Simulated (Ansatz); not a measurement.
# TaN (slab): what the fields show

The calculation's input:

```
crystal:
  lattice:
    - [2.889465742, 0.0, 0.0]
    - [0.0, 7.7068777266, 0.0]
    - [0.0, 0.0, 27.0519868579]
  atoms:
    - { symbol: "N", position: [0.5, 0.9257066405, 0.2772439614] }
    - { symbol: Ta, position: [0.5, 0.2108479686, 0.2889679634] }
    - { symbol: Ta, position: [0.0, 0.7108479686, 0.2889679634] }
    - { symbol: "N", position: [0.5, 0.4959892966, 0.3006919655] }
    - { symbol: "N", position: [0.0, 0.136554609, 0.3475879736] }
    - { symbol: Ta, position: [0.0, 0.4216959371, 0.3593119756] }
    - { symbol: Ta, position: [0.5, 0.9216959371, 0.3593119756] }
    - { symbol: "N", position: [0.0, 0.7068372652, 0.3710359776] }
    - { symbol: "N", position: [0.5, 0.3474025776, 0.4179319858] }
    - { symbol: Ta, position: [0.5, 0.6325439057, 0.4296559878] }
    - { symbol: Ta, position: [0.0, 0.1325439057, 0.4296559878] }
    - { symbol: "N", position: [0.5, 0.9176852338, 0.4413799898] }
    - { symbol: "N", position: [0.0, 0.5582505461, 0.488275998] }
    - { symbol: Ta, position: [0.0, 0.8433918742, 0.5] }
    - { symbol: Ta, position: [0.5, 0.3433918742, 0.5] }
    - { symbol: "N", position: [0.0, 0.1285332023, 0.511724002] }
    - { symbol: "N", position: [0.5, 0.7690985147, 0.5586200102] }
    - { symbol: Ta, position: [0.5, 0.0542398428, 0.5703440122] }
    - { symbol: Ta, position: [0.0, 0.5542398428, 0.5703440122] }
    - { symbol: "N", position: [0.5, 0.3393811709, 0.5820680142] }
    - { symbol: "N", position: [0.0, 0.9799464832, 0.6289640224] }
    - { symbol: Ta, position: [0.0, 0.2650878113, 0.6406880244] }
    - { symbol: Ta, position: [0.5, 0.7650878113, 0.6406880244] }
    - { symbol: "N", position: [0.0, 0.5502291394, 0.6524120264] }
    - { symbol: "N", position: [0.5, 0.1907944518, 0.6993080345] }
    - { symbol: Ta, position: [0.5, 0.4759357799, 0.7110320366] }
    - { symbol: Ta, position: [0.0, 0.9759357799, 0.7110320366] }
    - { symbol: "N", position: [0.5, 0.761077108, 0.7227560386] }
basis:
  ecutwfc: 420
kpoints:
  mp_grid: { grid: [12, 5, 1] }
hamiltonian:
  xc: pbesol
scf:
  occupations: { method: gaussian, width: 0.1 }
output:
  forces: true
  eigenvalues: true
  write_density: true
  write_potential: true
  elf: true
  volumetric_format: npy
relax:
  adjacent_minimum: "off"
  f_tol: 0.02
  max_steps: 60
efield:
  axis: 3
  dipole_correction: true
  ramp_width: 0.04
```

Command:

```sh
ansatz run input.yaml --threads 4 --pin off --max-ram 10240MiB --backend cpu --events-out ev --progress --plain --runs-dir out
```

The fields are those of the run's last geometry, not of the input's.

Level of theory: Ansatz, DFT PBEsol, scalar-relativistic, plane waves, PAW.

Core electrons are frozen (PAW), and the valence fields are smoothed inside the atomic spheres.

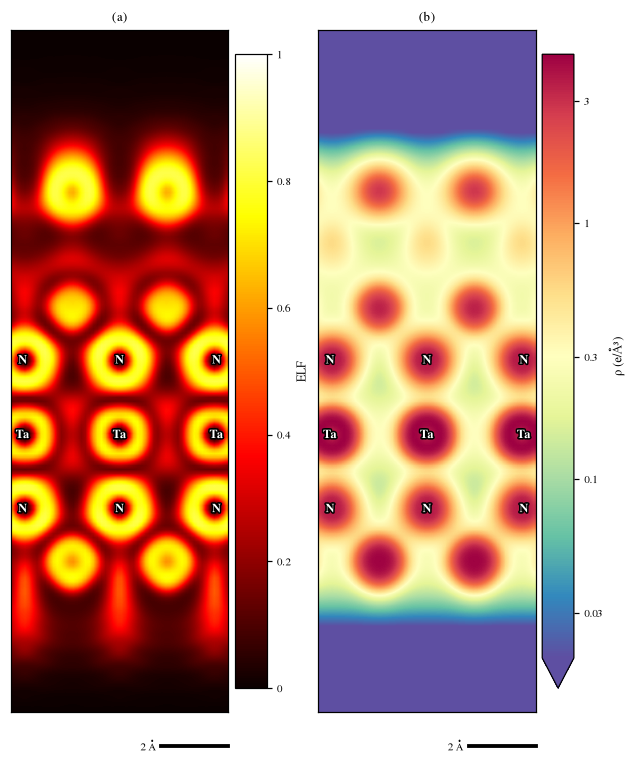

Figure 1. (a) electron localisation function; (b) valence electron density on the (010) plane of the calculation cell, a cut from vacuum to vacuum.

Question: Interpret the plot.

Answer:
- The plane passes through N and Ta nuclei.
- Atoms just off the plane (Ta, 0.4 Å away and N, 0.4 Å away) can leave unmarked features too.
- Ta–N (2.21 Å): the density is about 0.55 e/Å³ at the midpoint; the ELF peaks at about 0.80 in the valence shell of N, 0.6 Å from its nucleus, and is about 0.15 at the midpoint (no localised pair shows between them).
- Ta–N (2.22 Å): ρ at the midpoint is about 0.53 e/Å³; the ELF peaks at about 0.80 in the valence shell of N, 0.6 Å from its nucleus, and is about 0.15 at the midpoint: no localised pair shows between them.
- The density dies away to nearly zero in the vacuum.
- The features right at Ta lie inside the PAW spheres, where the map follows smoothed inner orbitals and isn't to be read closely.

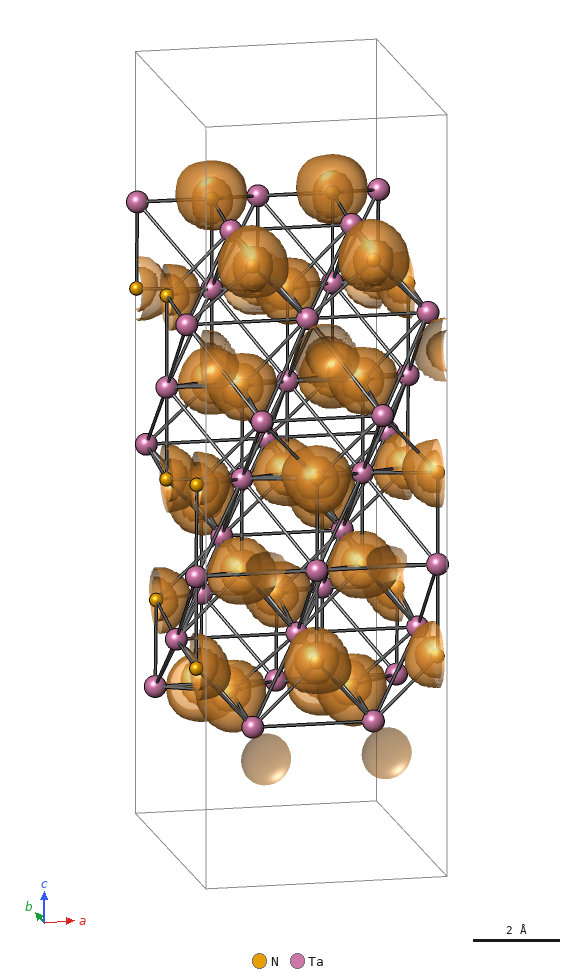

Figure 2. Isosurface of the electron localisation function at 0.75 (orange), seen slightly off an axis. Only the valence region is drawn (cores and ρ < 0.01 e/Å³ removed). Sticks mark near contacts.

Question: Describe the localisation domains.

Answer: The ELF exceeds this value in 14 regions wrapped around N (the valence shell of each), counted in one cell of 28 atoms. Counts are for one cell; the picture repeats the cell along the surface. Profiles from the grid: Ta–N (2.10 Å): the ELF peaks at about 0.85 in the valence shell of N, 0.6 Å from its nucleus, and is about 0.25 at the midpoint (no localised pair shows between them). Ta–Ta (2.78 Å): the ELF is about 0.30 at the midpoint: no shared electron pair shows on this line.

Question: Metal or insulator at this level of theory?

Answer: It is metallic or semimetallic at this level of theory: no gap opens.
